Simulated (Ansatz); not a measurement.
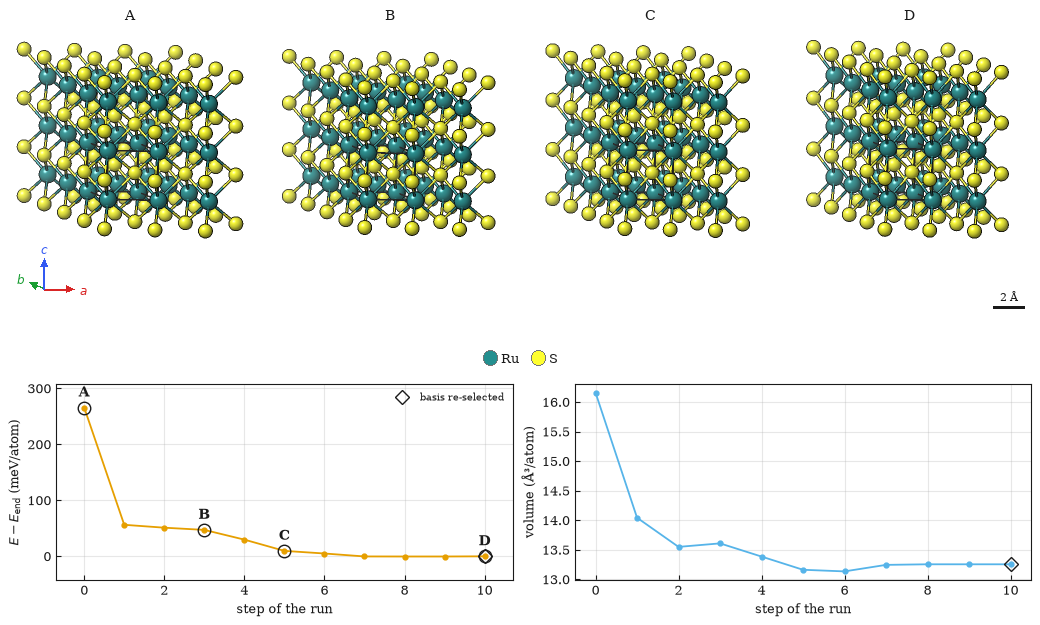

Frames of a relaxation of a crystal of RuS (a generated structure, set up in P-6m2), marked on the history of the run. A ball-and-stick model of the cell of the calculation, repeated 2 × 3 × 2 with one cell outlined, seen slightly off an axis.

The run lets cell and atoms move.

Method: Kohn-Sham DFT of a periodic cell, LDA, Ansatz PAW (Ansatz 0.2.0).

Input
```yaml
crystal:
  lattice:
    - [3.36896832, 0.0, 0.0]
    - [-1.68448416, 2.91761215, 0.0]
    - [0.0, 0.0, 3.28794617]
  atoms:
    - { symbol: Ru, position: [0.0, 0.0, 0.0] }
    - { symbol: S, position: [0.6666666667, 0.3333333333, 0.5] }
hamiltonian:
  xc: lda
  pseudopotentials: { kind: paw }
kpoints:
  mp_grid: { grid: [7, 7, 6] }
scf:
  occupations: { method: fermi_dirac, width: 0.05 }
output:
  forces: true
  stress: true
  eigenvalues: true
relax:
  f_tol: 0.01
  max_steps: 40
  cell: { stress_tol: 0.05 }
```

Command:
```bash
ansatz run input.yaml --threads 2 --pin off --max-ram 5632MiB --backend cpu --events-out ev --progress --plain --runs-dir out
```

### What happens along the run?

After 9 accepted moves (10 points after the start) the energy has fallen by 266 meV per atom. All forces vanish by symmetry, so only the cell relaxes. The pressure goes from −23.64 to 0.01 GPa. The SCF was repeated once at an unchanged geometry on a basis and grid sized afresh for the cell, which shifted the energy by 0.3 meV per atom at most. No atom moves by more than 0.005 Å relative to the cell. The drawn cell changes as follows: a = b 3.369 → 2.990 Å (−11.3 %), c 3.288 → 3.425 Å (+4.2 %); the volume changes by −18.0 %. Near-neighbour distances that change, for instance: Ru–S 2.547 → 2.432 Å. Bond angles that change, for instance: S–Ru–S 80.4° → 89.5°, Ru–S–Ru 80.4° → 89.5°, Ru–S–Ru 82.8° → 75.9°. The space group stays P-6m2 (No. 187). The run took 10 s on 2 threads of Arm Neoverse V1, on a shared host, peak memory 0.3 GiB. From step 0 to 3: volume −15.8 %, energy −219 meV per atom. From step 3 to 5: volume −3.3 %, energy −37.5 meV per atom. From step 5 to 10: volume +0.7 %, energy −9.7 meV per atom.

```csv
step,"E − E(0), meV/atom","pressure, GPa","volume, Å³/atom",note
0,0.00,-23.64,16.159,
1,-209.50,-5.01,14.045,
2,-214.67,2.19,13.551,
3,-218.60,0.53,13.610,
4,-236.00,2.08,13.387,
5,-256.11,3.63,13.164,
6,-260.79,0.86,13.137,
7,-266.05,-0.03,13.247,
8,-266.16,0.02,13.257,
9,-266.16,0.00,13.257,
10,-265.84,0.01,13.257,"same geometry, new basis"
```
